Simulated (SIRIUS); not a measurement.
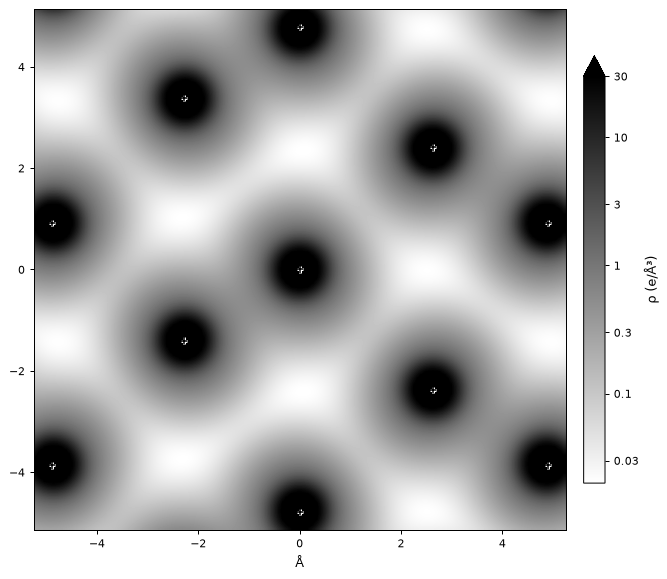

The total electron density on a plane through atoms (crosses mark nuclei in the plane).

These are results of Kohn-Sham DFT of a periodic cell, PBEsol, all-electron FP-LAPW in SIRIUS, not measurements.

Candidates:
A. Ge, a = 4.00 Å, b = 4.00 Å, c = 6.60 Å, α = 90.00°, β = 90.00°, γ = 120.00°. Space group P1; a structure from a database of computed crystals, not necessarily the ambient phase; not relaxed (largest force 0.6 eV/Å).
B. I, a = 4.35 Å, b = 4.35 Å, c = 9.79 Å, α = 90.00°, β = 90.00°, γ = 113.24°. Space group P1; not relaxed (largest force 0.8 eV/Å).
C. ZrS2, a = 3.69 Å, b = 3.69 Å, c = 6.04 Å, α = 90.00°, β = 90.00°, γ = 120.00°. Space group P-3m1; a structure from a database of computed crystals, not necessarily the ambient phase.

Q: Which candidate gave the map?

A: Candidate B: I on the (11̄0) plane of the conventional cell, which holds I. I–I (2.67 Å): ρ at the midpoint is about 0.52 e/Å³.
